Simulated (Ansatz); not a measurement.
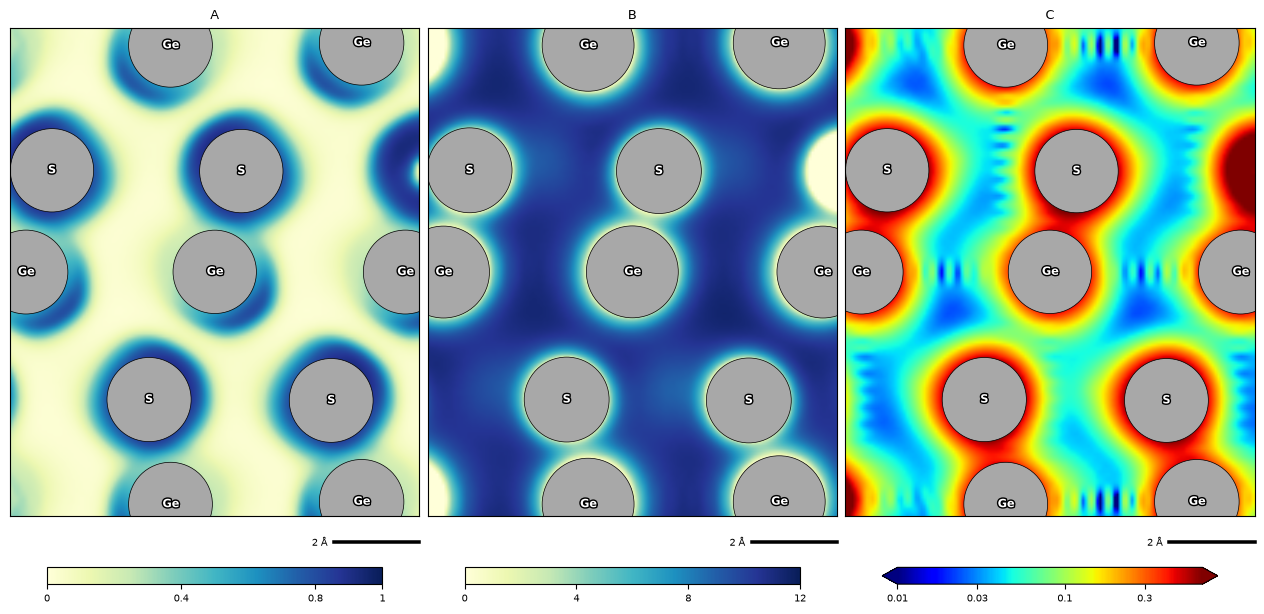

Ge23S25 (cell charge +2, with a compensating background) (cell with a defect): 3 fields on the (001) plane of the calculation cell, with unlabelled colour scales. Grey discs cover the atomic cores.

Level of theory: DFT PBE, scalar-relativistic, plane waves, PAW in Ansatz.

Q: Which field does each panel show? The fields are: electron localisation function, electrostatic potential energy of an electron and valence pseudo-density.

A: Panel A: electron localisation function. Panel B: electrostatic potential energy of an electron (low next to the atoms, rising into the space between them). Panel C: valence pseudo-density. From the grid: Ge–S (2.45 Å): ρ is about 0.48 e/Å³ halfway; the ELF peaks at about 0.90 in the valence shell of S, 0.8 Å from its nucleus, and is about 0.65 at the midpoint. Ge–S (2.45 Å): ρ at the midpoint is about 0.48 e/Å³; the ELF peaks at about 0.90 in the valence shell of S, 0.8 Å from its nucleus, and is about 0.65 at the midpoint.
